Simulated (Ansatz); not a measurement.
Geometry optimisation.

Program: Ansatz.

```
crystal:
  lattice:
    - [4.2984527646, 0.0, 0.0]
    - [0.0, 4.2984527646, 0.0]
    - [0.0, 0.0, 4.2984527646]
  atoms:
    - { symbol: Cu, position: [0.25, 0.25, 0.25] }
    - { symbol: Cu, position: [0.25, 0.75, 0.75] }
    - { symbol: Cu, position: [0.75, 0.75, 0.25] }
    - { symbol: Cu, position: [0.75, 0.25, 0.75] }
    - { symbol: O, position: [0.0, 0.0, 0.0] }
    - { symbol: O, position: [0.5, 0.5, 0.5] }
kpoints:
  mp_grid: { grid: [6, 6, 6] }
hamiltonian:
  xc: r2scan
scf:
  occupations: { method: fermi_dirac, width: 0.02 }
relax:
  f_tol: 0.005
  cell: {}
output:
  write_density: true
  write_potential: true
  elf: true
  volumetric_format: npy
```

Launched with:
```bash
ansatz run input.yaml --threads 2 --pin off --max-ram 20275MiB --backend cpu --events-out ev --progress --plain --runs-dir out
```

> How does the optimisation go?

The optimisation met its thresholds at geometry 4, counting the start as the first. The energy fell by about 7 meV/atom from the first step to the last. All forces vanish by symmetry, so only the cell moves. The volume shrinks from 13.24 to 12.76 Å³ per atom (−3.6 %), as the pressure goes from −4.3 GPa to about 0 GPa.

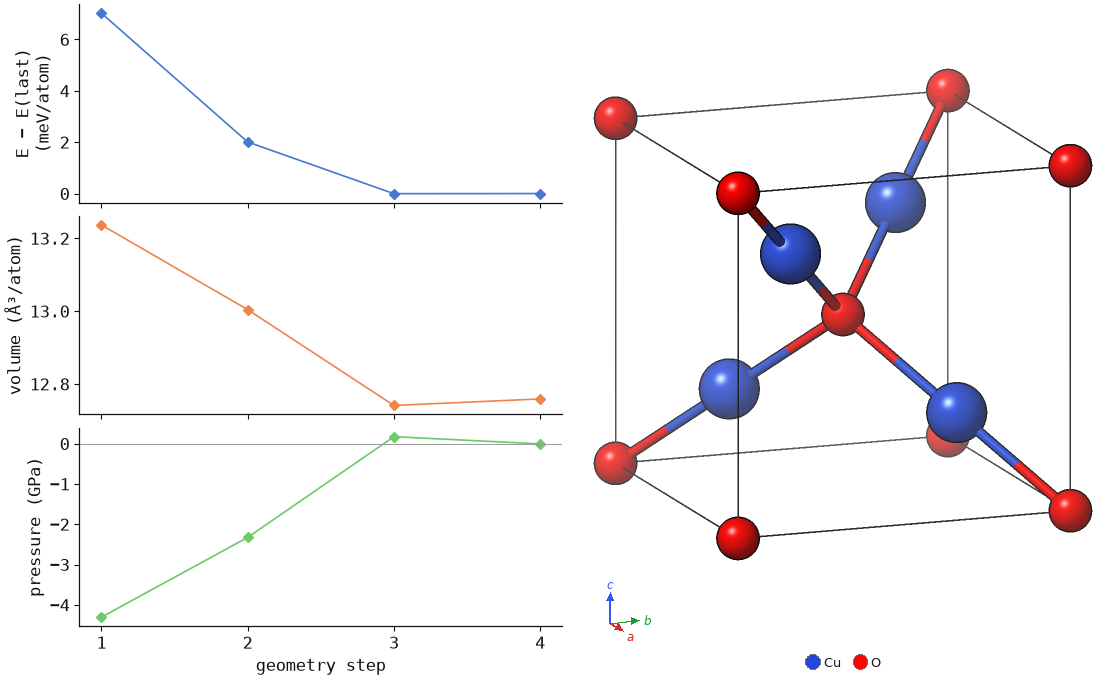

Beside the plot: the structure at the start.

History of the run, step by step. Atoms and cell relax. A closing SCF on a freshly chosen basis isn't drawn.
